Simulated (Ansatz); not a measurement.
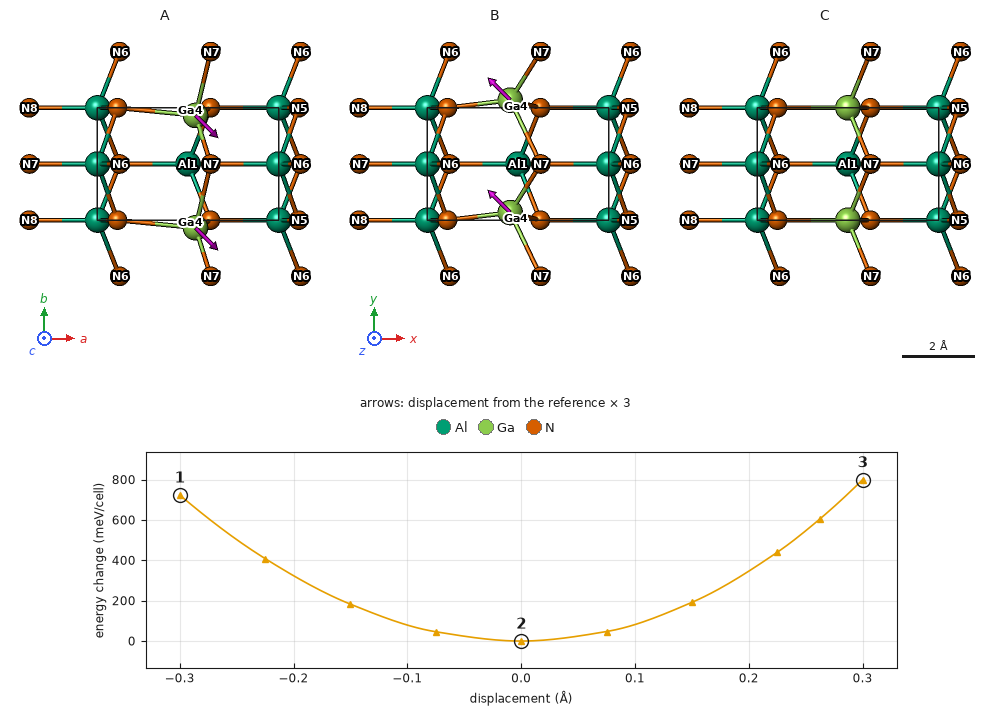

A scan of crystalline Al3GaN4 (Pm): the whole Ga sublattice is shifted rigidly, along Cartesian [1 -1 0], all else fixed. The frames are shuffled; the numbered points of the plot belong to them. A ball-and-stick model of the cell of the calculation, seen along the c axis. Purple arrows: displacements from the reference.

All numbers below come from Ansatz 0.2.0, DFT r2SCAN, scalar-relativistic, plane waves, PAW. (plane-wave cutoff 500 eV; k-point mesh 6 × 8 × 4; occupations gaussian; smearing width 0.05 eV; no spin polarisation). Energies (free energies at the smearing named) are counted from the relaxed crystal.

Question: Which frame belongs to which numbered point?

Answer: Point 1 is frame B (the displacement −0.30 Å, 724 meV/cell); 2 is frame C (the displacement 0.00 Å, 0 meV/cell); 3 is frame A (the displacement 0.30 Å, 800 meV/cell). Of the computed points the lowest is at the displacement 0.00 Å, 0 meV/cell. The curvature at zero is about 17 eV/Å² per cell. The well is nearly symmetric. At the highest point the shortest interatomic distance is 1.70 Å, against 1.88 Å in the reference. The distortion takes the space group from Pm to P1.
